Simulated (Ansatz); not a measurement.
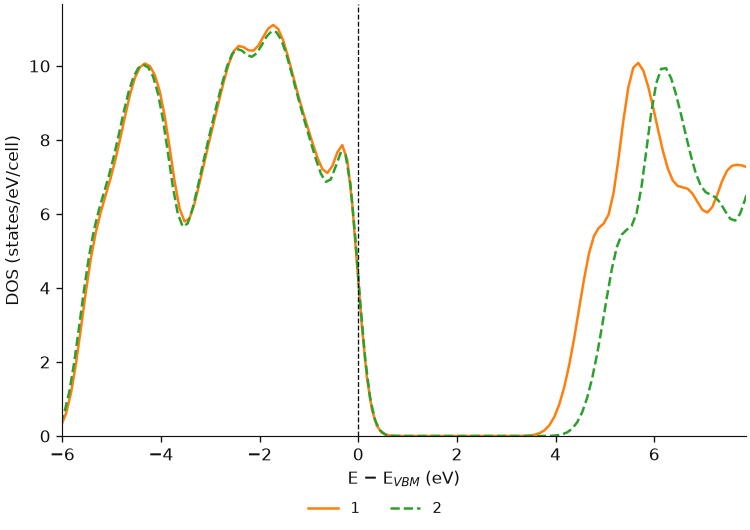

Total densities of states of HfO₂, space group P2_12_12, 12 atoms in the cell (a = 5.08 Å, b = 5.16 Å, c = 4.89 Å, α = 90.00°, β = 90.00°, γ = 90.00°), by two methods on the same cell. The DOS curves are built from the levels of the k mesh with Gaussians 0.55 eV wide, which also blur the band edges; ripples of that width can come from the mesh. Each is counted from its own valence-band top.

Q: Which curve is which? The methods: PBE, r2SCAN.

A: 1 is PBE; 2 is r2SCAN. PBE gives a gap of 3.86 eV and r2SCAN gives a gap of 4.38 eV.

Settings. PBE: Ansatz PAW, no spin polarisation, no spin-orbit coupling, 5×5×6 k mesh, 420 eV cutoff, Fermi-Dirac smearing of 0.05 eV (Ansatz 0.2.0). r2SCAN: Ansatz PAW, no spin polarisation, no spin-orbit coupling, 5×5×6 k mesh, 500 eV cutoff, Fermi-Dirac smearing of 0.05 eV (Ansatz).

Gaps are the smallest over all k points computed. The cell is at 10 GPa in PBE and 4 GPa in r2SCAN. Spin-orbit coupling is left out, which matters for Hf. LDA, GGA and most meta-GGA functionals understate gaps. The usual form of HfO2 is monoclinic. r2SCAN: the PAW data sets were made with another functional.
